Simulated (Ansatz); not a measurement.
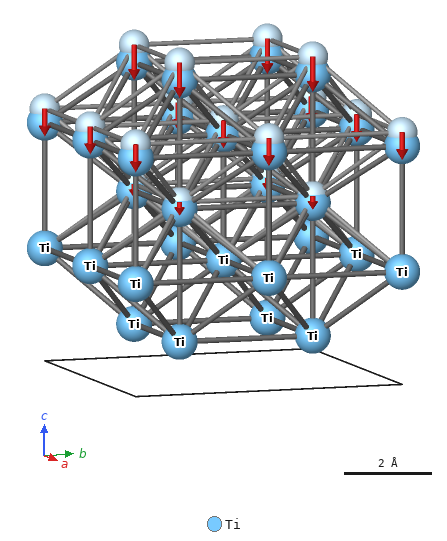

This is a constrained relaxation of a slab of composition Ti (cut from the Im-3m phase). The starting structure is drawn faded, the final one solid; red arrows show the displacements, 2 times their true length.

A ball-and-stick model of the 2 × 2 repeat of the cell, outlined in the plane, without the vacuum, seen slightly off an axis.

Case: clean slab, lower half held. The slab is the (1 0 0) face of Ti. 2 atoms are held fixed.

These are results of Ansatz, DFT r2SCAN, scalar-relativistic, plane waves, PAW, not measurements. Set-up: plane-wave cutoff 500 eV; k-point mesh 9 × 9 × 1; occupations gaussian; smearing width 0.1 eV; no spin polarisation; dipole correction; atoms relaxed in a fixed cell; force threshold 0.03 eV/Å; at most 70 steps.

Describe the change and its energy.

Answer. Over 5 accepted moves (6 points after the start) the energy falls by 52.6 meV per cell of the calculation. Largest force component: 0.53 eV/Å at the start, 0.016 eV/Å at the end. 1 step only repeated the SCF at the same geometry. The largest move is that of a Ti atom, 0.41 Å along the normal (−c). The cell stays as it was. Some distances before and after: Ti–Ti 3.252 → 2.928 Å, Ti–Ti 3.252 → 2.998 Å, Ti–Ti 3.252 → 3.094 Å, Ti–Ti 2.816 → 2.724 Å. The run took 2.1 min on 2 threads of Arm Neoverse V1 (shared host), peak memory 0.89 GiB.
